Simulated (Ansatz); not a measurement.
**Hf$_{6}$Si$_{6}$O$_{25}$ (charge −2): geometry relaxation (part 1 of 4)**

System: Hf$_{6}$Si$_{6}$O$_{25}$ (defect cell, 37 atoms in the cell, total charge −2).
Method: DFT PBE, scalar-relativistic, plane waves, PAW, no spin polarisation (Ansatz 0.2.0).

The structure derives from a Materials Project entry. It belongs to a series of runs on one base structure; here: O_i, charge -2, atoms relaxed at the host's cell. Figures and captions count atoms from 1; the log counts them from 0 in places.

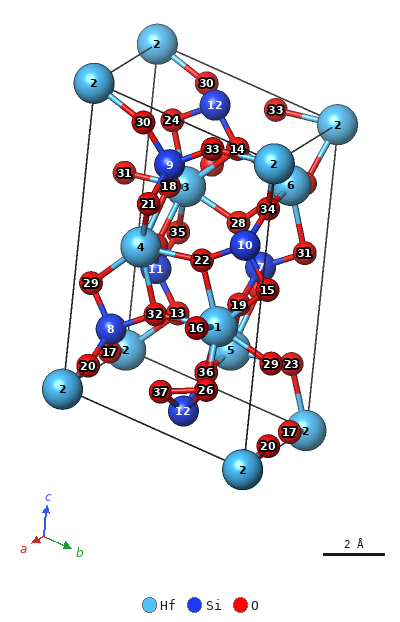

Fig. 1: The structure as given in the input (ball-and-stick view of the cell of the calculation, seen slightly off an axis; atoms are numbered from 1 in the order of the input).

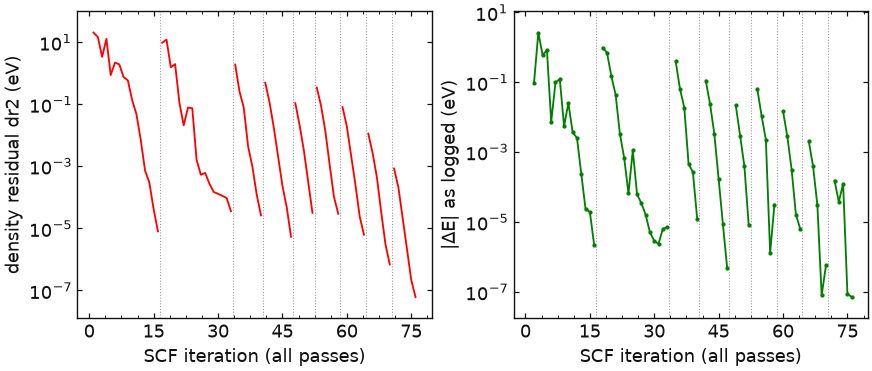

Fig. 2: Convergence of the self-consistent field: density residual dr2 and size of the energy change against the SCF iteration. The dotted lines part the SCF passes of the relaxation: geometry steps, rejected trials and re-solves on a re-selected basis. The 9 passes take 5 to 17 iterations each, 76 in all.

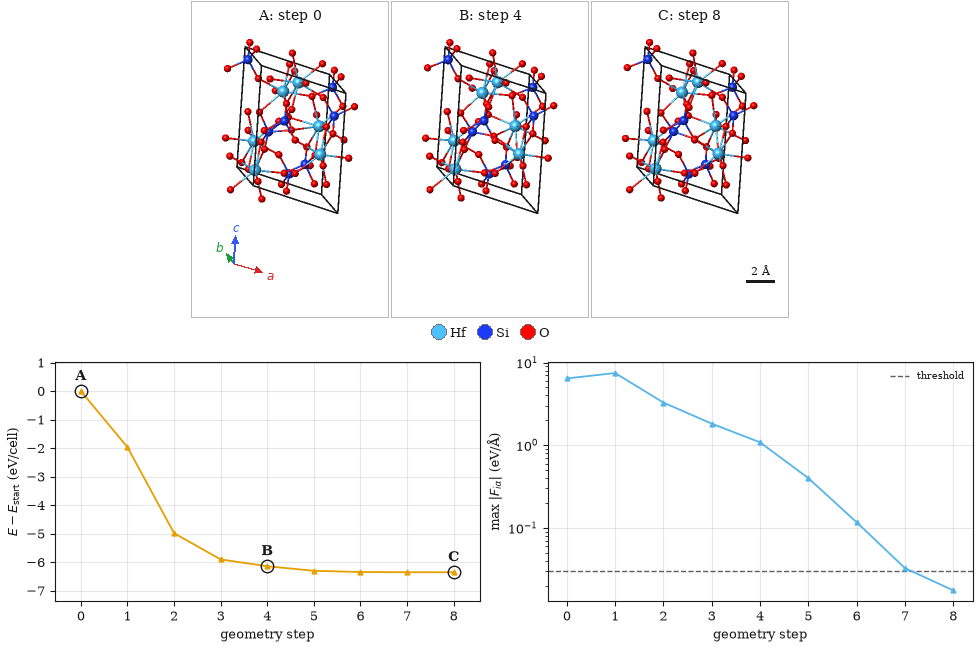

Fig. 3: Frames of the relaxation (ball-and-stick view of the cell of the calculation (origin shifted), with bonded neighbours outside it, seen slightly off an axis) above the curves, on which the letters mark them (the first geometry is step 0 here and step 1 in the log).

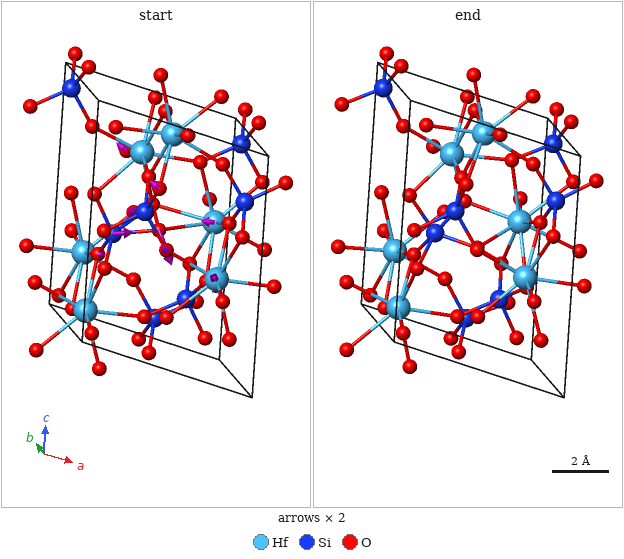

Fig. 4: Before (left) and after (right) the relaxation, at one scale (ball-and-stick view of the cell of the calculation (origin shifted), with bonded neighbours outside it, seen slightly off an axis). The pink arrows give the displacements, magnified 2 times. Over 8 geometry steps the energy falls by 6.350 eV per cell of the calculation. The largest force component goes from 6.4 to 0.018 eV/Å. The atom that moves furthest is O37 (0.70 Å). By element the largest moves are O 0.70 Å, Si 0.38 Å, Hf 0.25 Å. The cell stays as it was. Distances before and after: Hf2–O37 3.400 → 2.670 Å, O26–O37 1.530 → 2.217 Å, Hf5–O36 2.124 → 2.463 Å, Si12–O26 1.977 → 1.775 Å. Bonds break: O26–O37 (1.53 → 2.22 Å). Among the angles that change: Hf5–O37–Si12 141.6° → 109.9°, O26–Si12–O37 48.4° → 79.2°, O36–Si12–O37 105.5° → 130.6°. (Atoms are counted from 1 in the order of the input.)

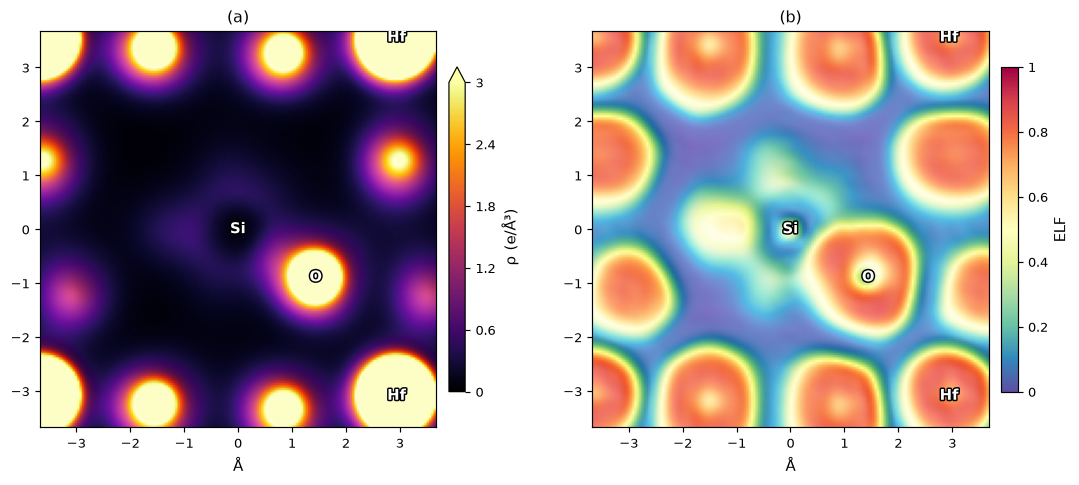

Fig. 5: (a) valence electron density; (b) electron localisation function on the (001) plane of the calculation cell. Atoms in the plane: Hf, Si and O. Si–O (1.70 Å): ρ at the midpoint is about 1.1 e/Å³; the ELF peaks at about 0.85 between the atoms (a shared but strongly polarised pair). Away from the nuclei the density in this plane falls to 0.02 e/Å³ at its lowest. The strong features right at Hf lie inside the PAW spheres (semicore, d or f shells) and say nothing about bonding. The fields are those of the smooth PAW valence density.

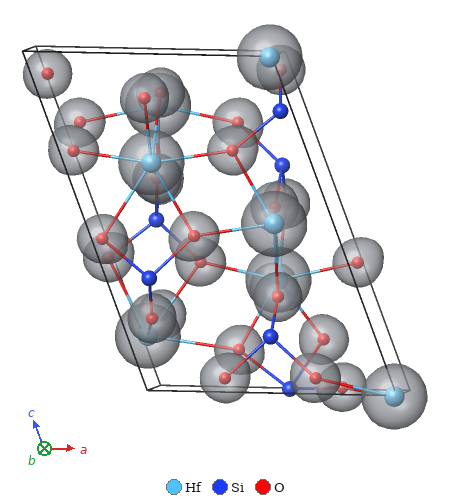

Fig. 6: Isosurface of the valence charge density (pseudo) at 1.5 e/Å³ (grey), seen at an oblique angle. Sticks mark near contacts. The outline is the calculation cell. At this value the density breaks into separate islands; it holds about 65 % of the electrons treated as valence (semicore included). It is pinched off along the Si–O (1.62 Å), Hf–O (2.08 Å), Si–O (1.70 Å) and Si–O (1.77 Å) contacts. On the grid the lowest density along these lines, outside the cores, is 1.1 e/Å³ (Si–O, 1.62 Å), 0.75 e/Å³ (Hf–O, 2.08 Å), 0.84 e/Å³ (Si–O, 1.70 Å) and 0.69 e/Å³ (Si–O, 1.77 Å).

These pictures come from the run below.

### Input
```yaml
crystal:
  lattice:
    - [-6.6449050321, 0.0, 0.0]
    - [0.0, -6.6449050321, 0.0]
    - [3.3224525161, 3.3224525161, 9.0224221621]
  atoms:
    - { symbol: Hf, position: [0.6642591231, 0.6792905443, 0.3365988069] }
    - { symbol: Hf, position: [1.0037246306, -0.0024421507, -0.0036169388] }
    - { symbol: Hf, position: [0.3289323705, 0.327669268, 0.6592211703] }
    - { symbol: Hf, position: [0.7484854924, 0.255766228, 0.4963205343] }
    - { symbol: Hf, position: [0.0881183367, 0.5807977186, 0.1603605114] }
    - { symbol: Hf, position: [0.413756787, 0.9123008654, 0.8278745224] }
    - { symbol: Si, position: [0.2452792591, 0.7435642058, 0.4945616265] }
    - { symbol: Si, position: [0.5835650382, 0.0908091832, 0.1639815238] }
    - { symbol: Si, position: [0.9207289722, 0.4168253821, 0.8300560215] }
    - { symbol: Si, position: [0.8316899367, 0.8340324499, 0.6648300958] }
    - { symbol: Si, position: [0.1697897402, 0.1658602994, 0.3281897954] }
    - { symbol: Si, position: [0.487844676, 0.4894100962, -0.0115452491] }
    - { symbol: O, position: [0.1137540351, 0.2880693539, 0.20670088] }
    - { symbol: O, position: [0.4371037414, 0.6178337216, 0.8725048005] }
    - { symbol: O, position: [0.7750798124, 0.9594495725, 0.5446171681] }
    - { symbol: O, position: [0.0018795726, 0.6751785954, 0.3744064874] }
    - { symbol: O, position: [0.3413694602, 0.019027368, 0.0403185417] }
    - { symbol: O, position: [0.6737154496, 0.3469372115, 0.7101623408] }
    - { symbol: O, position: [0.3695161244, 0.6890686169, 0.374012932] }
    - { symbol: O, position: [0.7097263293, 0.0287602514, 0.0439981037] }
    - { symbol: O, position: [0.0343854366, 0.3630797883, 0.7021689538] }
    - { symbol: O, position: [0.7636799157, 0.5914679422, 0.5429638223] }
    - { symbol: O, position: [0.1198771653, 0.9216399615, 0.2087950704] }
    - { symbol: O, position: [0.4053343581, 0.2454452581, 0.8642077909] }
    - { symbol: O, position: [0.4114230982, 0.2308709753, 0.4526363758] }
    - { symbol: O, position: [0.745114029, 0.6798529057, 0.1404193171] }
    - { symbol: O, position: [0.0765540339, 0.8804701688, 0.7821850308] }
    - { symbol: O, position: [0.3125343692, 0.623087928, 0.6166819941] }
    - { symbol: O, position: [0.634301968, 0.9746623044, 0.2900122029] }
    - { symbol: O, position: [1.0024477024, 0.2807580587, 0.9427225896] }
    - { symbol: O, position: [0.3040229626, 0.9885686976, 0.6123472498] }
    - { symbol: O, position: [0.6424612476, 0.3363958161, 0.2838992944] }
    - { symbol: O, position: [0.97713346, 0.6540071928, 0.9509287646] }
    - { symbol: O, position: [0.7089315699, 0.8973578269, 0.7856844193] }
    - { symbol: O, position: [0.0396717009, 0.2232103432, 0.4451666739] }
    - { symbol: O, position: [0.3814877336, 0.5552375119, 0.1182376892] }
    - { symbol: O, position: [0.7418793863, 0.4374708231, 1.0704638252] }
  host:
    lattice:
      - [-3.3224525161, 3.3224525161, 3.007474054]
      - [3.3224525161, -3.3224525161, 3.007474054]
      - [3.3224525161, 3.3224525161, -3.007474054]
    atoms:
      - { symbol: Hf, position: [0.0, 0.0, 0.0] }
      - { symbol: Hf, position: [0.75, 0.25, 0.5] }
      - { symbol: Si, position: [0.25, 0.75, 0.5] }
      - { symbol: Si, position: [0.5, 0.5, 0.0] }
      - { symbol: O, position: [0.1347298444, 0.3189389224, 0.815790922] }
      - { symbol: O, position: [0.0689389224, 0.7531480004, 0.684209078] }
      - { symbol: O, position: [0.0689389224, 0.3847298444, 0.315790922] }
      - { symbol: O, position: [0.5031480004, 0.3189389224, 0.184209078] }
      - { symbol: O, position: [0.6810610776, 0.4968519996, 0.815790922] }
      - { symbol: O, position: [0.6152701556, 0.9310610776, 0.684209078] }
      - { symbol: O, position: [0.2468519996, 0.9310610776, 0.315790922] }
      - { symbol: O, position: [0.6810610776, 0.8652701556, 0.184209078] }
total_charge: -2
basis:
  ecutwfc: 420
  xc_grid: 2
kpoints:
  mp_grid: { grid: [2, 2, 2], shift: [0.0, 0.0, 0.0] }
hamiltonian:
  xc: pbe
scf:
  occupations: { method: gaussian, width: 0.02 }
output:
  forces: true
  stress: false
  eigenvalues: true
  charged_corrections:
    defect_position: [0.70833333, 0.5, 0.91666667]
    epsilon: [[12.6894, 0.0, 0.0], [0.0, 12.6894, 0.0], [0.0, 0.0, 12.4844]]
  write_density: true
  write_potential: true
  elf: true
  volumetric_format: npy
relax:
  adjacent_minimum: "off"
  f_tol: 0.03
  max_steps: 40
```

Launched with:
```bash
ansatz run input.yaml --threads 8 --pin off --max-ram 16384MiB --backend cpu --events-out ev --progress --plain --runs-dir out
```

### The program's output
```
Engine: ansatz 0.2.0, aarch64-unknown-linux-gnu
Pseudopotentials: kind: paw
Pseudopotential: Hf, paw, valence charge 26, recommended cutoff 420 eV (normal), Hf.paw.azcp
Pseudopotential: Si, paw, valence charge 4, recommended cutoff 420 eV (normal), Si.paw.azcp
Pseudopotential: O, paw, valence charge 6, recommended cutoff 420 eV (normal), O.paw.azcp
Functional definition: PBE
  parameter kappa = 0.804
  parameter beta = 0.06672455060314922
  exchange = pbe_x(kappa = kappa, mu = beta*pi^2/3)
  correlation = pbe_c(beta = beta)
Crystal: 37 atoms, lattice volume = 398.383 Å³
Basis set: ecut = 420 eV, 7671 PW (Γ), exchange–correlation on 90×90×144 points (8 copies of the dense FFT grid, shifted against one another)
Bands: 203, of which v1, the nominal top of the filled ones, is band 166 counted from 1 (165 counted from 0)
Symmetry: 1 space group operations
Space group: P1 (ITA 1), of the structure as read, at distance tolerance 7.4e-5 Å
k-points: 8
Non-local potential: Hf, projectors of the file, l = 0: 3, l = 1: 2, l = 2: 2, l = 3: 3
Non-local potential: Si, projectors of the file, l = 0: 2, l = 1: 2, l = 2: 2
Non-local potential: O, projectors of the file, l = 0: 2, l = 1: 2, l = 2: 1
PAW form: soft (Blöchl's): semilocal exchange-correlation on the pseudo side does not see the compensation charge
PAW one-centre angular grid: Hf, 590 points (default); XC on 64 Gauss nodes
PAW one-centre angular grid: Si, 110 points (default); XC on 64 Gauss nodes
PAW one-centre angular grid: O, 110 points (default); XC on 64 Gauss nodes
Initial density: superposition of atomic densities (neutral atoms scaled as one to the charged cell's electrons: chi_scale 0, normalization atom), corrected by the library's trained network
Initial wavefunctions: pseudopotential atomic-orbital guess
Functional: x = pbe(κ = 0.804, μ = 0.2195149727645171), c = pbe(β = 0.06672455060314922)
SCF iter   1: F=—  HF=-112350.472761 eV  |F-HF|=—  |Δ(HF+E_count)|=         —  Δρ=6.29e-2  dr2=2.03e1  ethr=1.77e-3  ⟨swp⟩=6.0  Hψ=6442  notcnv=0  defer=41
preconditioner: auto → Resta (q_TF=auto, 2.647 Å⁻¹)  ε∞=4.8  [insulator: Δε(μ)=1.206 eV  Ē_g=17.180 eV  σ=0.020 eV  W_gap=1.00  n_scr=118 (ndim 8)  ℏωp=33.3 eV  f_vac=0.044  D(μ)=0.00/eV (n_scr^D=0)  ε∞_Penn≈4.8]
SCF iter   2: F=—  HF=-112350.570078 eV  |F-HF|=—  |Δ(HF+E_count)|=   9.73e-2  Δρ=5.66e-2  dr2=1.46e1  ethr=1.77e-3  ⟨swp⟩=3.0  Hψ=3064  notcnv=0  defer=256
SCF iter   3: F=—  HF=-112347.923442 eV  |F-HF|=—  |Δ(HF+E_count)|=    2.65e0  Δρ=2.68e-2  dr2=3.35e0  ethr=1.77e-3  ⟨swp⟩=2.5  Hψ=3077  notcnv=0  defer=235
SCF iter   4: F=—  HF=-112348.518542 eV  |F-HF|=—  |Δ(HF+E_count)|=   5.95e-1  Δρ=4.82e-2  dr2=1.28e1  ethr=1.01e-3  ⟨swp⟩=2.6  Hψ=3077  notcnv=0  defer=234  recentre
SCF iter   5: F=—  HF=-112347.679025 eV  |F-HF|=—  |Δ(HF+E_count)|=   8.40e-1  Δρ=8.39e-3  dr2=8.70e-1  ethr=1.01e-3  ⟨swp⟩=2.0  Hψ=1945  notcnv=0  defer=244
SCF iter   6: F=—  HF=-112347.671671 eV  |F-HF|=—  |Δ(HF+E_count)|=   7.35e-3  Δρ=1.79e-2  dr2=2.19e0  ethr=2.62e-4  ⟨swp⟩=2.1  Hψ=1919  notcnv=0  defer=236  recentre
SCF iter   7: F=—  HF=-112347.770390 eV  |F-HF|=—  |Δ(HF+E_count)|=   9.87e-2  Δρ=1.43e-2  dr2=1.92e0  ethr=2.62e-4  ⟨swp⟩=4.2  Hψ=2649  notcnv=0  defer=238
SCF iter   8: F=—  HF=-112347.647378 eV  |F-HF|=—  |Δ(HF+E_count)|=   1.23e-1  Δρ=9.11e-3  dr2=7.48e-1  ethr=2.62e-4  ⟨swp⟩=2.9  Hψ=1741  notcnv=0  defer=242
SCF iter   9: F=—  HF=-112347.641857 eV  |F-HF|=—  |Δ(HF+E_count)|=   5.52e-3  Δρ=6.70e-3  dr2=5.84e-1  ethr=2.25e-4  ⟨swp⟩=2.6  Hψ=1753  notcnv=0  defer=243
SCF iter  10: F=—  HF=-112347.616514 eV  |F-HF|=—  |Δ(HF+E_count)|=   2.53e-2  Δρ=3.25e-3  dr2=1.35e-1  ethr=1.76e-4  ⟨swp⟩=1.4  Hψ=1445  notcnv=0  defer=243
SCF iter  11: F=—  HF=-112347.612815 eV  |F-HF|=—  |Δ(HF+E_count)|=   3.70e-3  Δρ=2.33e-3  dr2=4.71e-2  ethr=4.06e-5  ⟨swp⟩=2.2  Hψ=1482  notcnv=0  defer=243
SCF iter  12: F=—  HF=-112347.610266 eV  |F-HF|=—  |Δ(HF+E_count)|=   2.55e-3  Δρ=9.13e-4  dr2=6.98e-3  ethr=1.42e-5  ⟨swp⟩=1.5  Hψ=1456  notcnv=0  defer=240
SCF iter  13: F=—  HF=-112347.610023 eV  |F-HF|=—  |Δ(HF+E_count)|=   2.42e-4  Δρ=3.50e-4  dr2=7.30e-4  ethr=2.10e-6  ⟨swp⟩=1.4  Hψ=1615  notcnv=0  defer=234
SCF iter  14: F=—  HF=-112347.610000 eV  |F-HF|=—  |Δ(HF+E_count)|=   2.34e-5  Δρ=1.99e-4  dr2=2.98e-4  ethr=2.20e-7  ⟨swp⟩=2.0  Hψ=2335  notcnv=0  defer=234
SCF iter  15: F=—  HF=-112347.609980 eV  |F-HF|=—  |Δ(HF+E_count)|=   1.95e-5  Δρ=6.30e-5  dr2=4.16e-5  ethr=8.97e-8  ⟨swp⟩=2.0  Hψ=2230  notcnv=0  defer=234
SCF iter  16: F=-112347.609973 eV  HF=-112347.609978 eV  |F-HF|=5.20e-6  |Δ(HF+E_count)|=   2.24e-6  Δρ=3.24e-5  dr2=8.04e-6  ethr=6.78e-9  ⟨swp⟩=16.5  Hψ=14792  notcnv=0
SCF 1 converged in 16 iterations: F = -112347.609973 eV  dr2 = 8.04e-6
  greatest PAW one-centre occupation: 0.999 electrons in one spin orbital (limit 2), on the Hf atom at site 4 (counted from 0), in its partial waves of l = 0
relax step   1: F+E_penalty+E_count = -112347.60997305 eV  Δ(F+E_penalty+E_count) = +0.000e0 eV  max|allowed force component| = 6.416e0 eV/Å  Δτ_max = 0.0000 Å  (16 SCF iters, dr2 threshold 2.25e-5 eV, accepted)
Initial density: handed on by an earlier stage of this run
Initial wavefunctions: those handed on with the density
iter 1 solved again at ethr=2.89e-3 eV; its pass at ethr=3.10e-3 eV (dr2=9.59e0 eV) is discarded
```
